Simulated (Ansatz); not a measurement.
# Does disorder add resistance in series? Hf(0001) layers with 12.5 % Zr

Two lengths of the disordered region are known. What area resistance does the third give?

**Method.** Ansatz 0.2.0, plane waves with PAW datasets at their recommended cutoffs (420 eV for most), Fermi-Dirac smearing; ballistic transmission by layer matching. The area resistance is RA = A (h/2e²)(1/T − 1/N), with T the zone-mean transmission per spin and N the lead's channels, both averaged over a few energies near the Fermi level; for magnets each spin is taken apart, with h/e², and the two conduct in parallel. Lateral cell 2x2, PBE, a fresh random draw for each length.

The runs, with one result withheld:

| length (Å) | channels N | RA (fΩ m²) |
| --- | --- | --- |
| 5.06 | 2.708 | 0.0358 |
| 15.2 | 2.708 | 0.0686 |
| 25.3 | 2.708 | ? |

**Estimate by hand.**

Ohm's law makes RA linear in the length: the slope is (0.0686 − 0.0358)/(15.2 − 5.06) = 3.24×10⁻³ fΩ m² per Å, or 3.2 µΩ cm. Then 0.0686 + 3.24×10⁻³ × 10.1. Predicted: 0.101 fΩ m².

**The withheld run.**

0.144 fΩ m², so the prediction is 30 % too low. The three lengths together give 5.3 µΩ cm. Single draws scatter; these runs don't part the causes of the miss, and leave the question open.

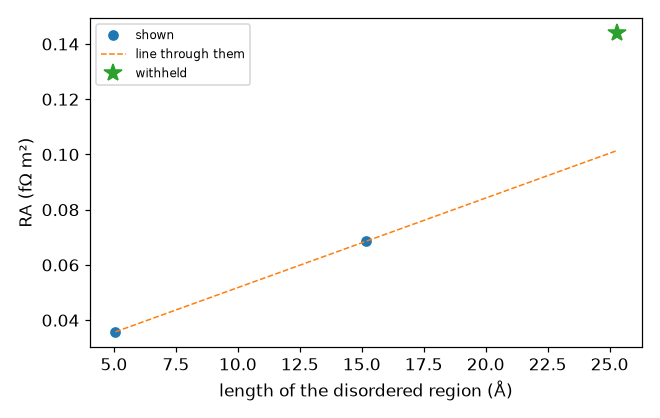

Area resistance against length.

**Limits.** The scatterers repeat sideways with the small cell. The slope is a raw one; a model of isotropic scattering puts it 1.22 times the bulk value over these lengths. Atoms sit unrelaxed on the host's lattice, and the pair may not mix at random in practice. Spin-orbit coupling is left out, which matters for Hf.
